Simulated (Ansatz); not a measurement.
Given this structure, the input geometry of an electronic-structure calculation (not necessarily at equilibrium); the starting structure was generated, so it need not be a known form of this composition, written in its standard cell:

```
CELL_PARAMETERS angstrom
1.62589 0.00000 0.00000
0.00000 7.31807 0.00000
0.00000 0.00000 2.84177
ATOMIC_POSITIONS crystal
B 0.00000 0.69202 0.25000
B 0.50000 0.80798 0.75000
B 0.50000 0.19202 0.25000
B 0.00000 0.30798 0.75000
```

### What does the kinematic electron diffraction pattern along [001] look like at 120 kV (B = 0.5 Å²)?

The spots form a centred rectangular net whose two shortest vectors correspond to d = 3.66 Å and 1.59 Å, 77.5° apart. They are 0 2 0 and 1 1 0. The pattern has symmetry 2mm. The lattice centring (C) removes all reflections that break h + k = 2n.

Strongest reflections with d > 0.80 Å, one of each family (|F|² from tabulated Gaussian fits of the electron scattering factors, times a small damping for the curvature of the Ewald sphere):

```
  hkl  d (Å)  I (strongest = 100)
0 2 0  3.659                  100
1 3 0  1.353                   11
1 5 0  1.088                    6
1 1 0  1.587                    3
0 6 0  1.220                    3
0 8 0  0.915                    3
```

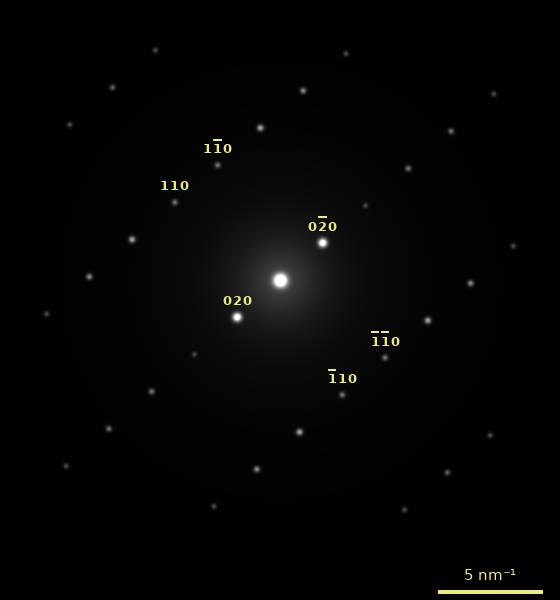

Calculated pattern, seen from the source side with [001] pointing towards the source.
